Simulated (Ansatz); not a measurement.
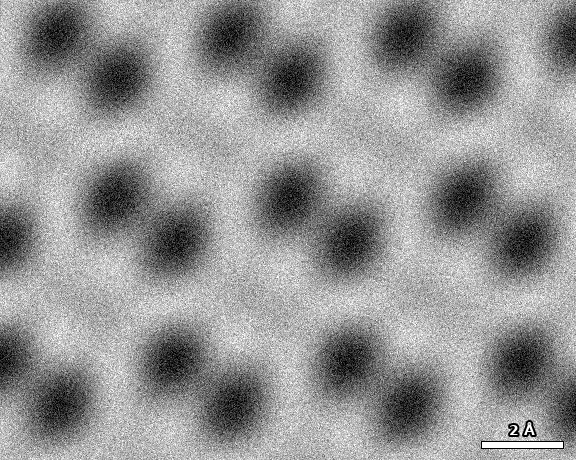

Phase-contrast TEM-like image of Bi (Fd-3m, No. 227). Simulated in the weak-phase-object approximation with neutral-atom potentials: 300 kV, Cs = 0.60 mm, defocus −412 Å (negative is underfocus), defocus spread 30 Å, aperture 0.58 1/Å. Shot noise was added. Structure used: coordinates from a relaxation with DFT PBEsol, scalar-relativistic, plane waves, PAW in Ansatz; the starting structure was generated, so it need not be a known form of this composition.

```
Bi
1.0
     7.16525    0.00000    0.00000
     0.00000    7.16525    0.00000
     0.00000    0.00000    7.16525
Bi
8
Direct
  0.00000 0.00000 0.50000
  0.25000 0.75000 0.25000
  0.00000 0.50000 0.00000
  0.25000 0.25000 0.75000
  0.50000 0.00000 0.00000
  0.75000 0.75000 0.75000
  0.50000 0.50000 0.50000
  0.75000 0.25000 0.25000
```

**Along which zone axis is the crystal seen: [211], [001], [210] or [110]? (Directions equivalent by symmetry count as one.)**

[110]. The projected cells are 2.53 × 4.14 Å, 90° for [211]; 2.53 × 2.53 Å, 90° for [001]; 1.60 × 1.96 Å, 114° for [210]; 4.39 × 4.39 Å, 109° for [110], and the image repeats as the [110] one does.
